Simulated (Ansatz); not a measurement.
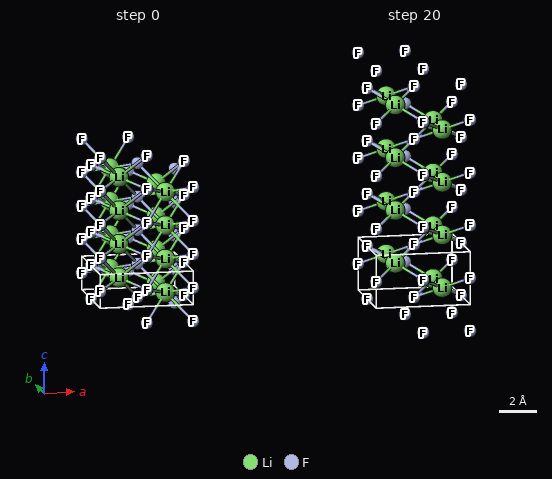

The structure of solid LiF (a generated structure, set up in Imma) (coarse preliminary run) before (left) and after (right) a relaxation, at one scale.

A ball-and-stick model of the conventional cell (2 times the calculation's cell), repeated 1 × 1 × 4 with one cell outlined, seen slightly off an axis. Lengths and directions refer to the drawn axes.

The calculation used Ansatz 0.2.0, DFT PBE, scalar-relativistic, plane waves, PAW. Set-up: plane-wave cutoff 420 eV; k-point mesh 10 × 10 × 10; occupations gaussian; smearing width 0.1 eV; no spin polarisation; cell and atoms relaxed; force threshold 0.04 eV/Å; at most 70 steps.

Describe what moved and what it gained.

The atoms keep their places relative to the cell (all moves are under 0.005 Å). The volume changes by +56.4 %, with a 5.132 → 5.185 Å (+1.0 %), b 5.132 → 5.042 Å (−1.8 %), c 1.851 → 2.917 Å (+57.5 %). Some distances before and after: Li–Li 1.851 → 2.917 Å, F–Li 2.285 → 2.838 Å, F–Li 1.873 → 1.950 Å, Li–Li 2.566 → 2.521 Å. Bond angles that change, for instance: Li–F–Li 93.5° → 99.4°, Li–F–Li 86.5° → 80.6°, F–Li–F 93.5° → 96.7°. The space group stays Imma (No. 74). After 16 accepted moves (20 points after the start) the energy has fallen by 1258 meV per atom. All forces vanish by symmetry, so only the cell relaxes. Pressure: 74.33 GPa at the start and 0.05 GPa at the end. At 4 points the geometry stayed and the basis and grid were re-selected for the new cell (energy shift of 142 meV per atom at most each time).
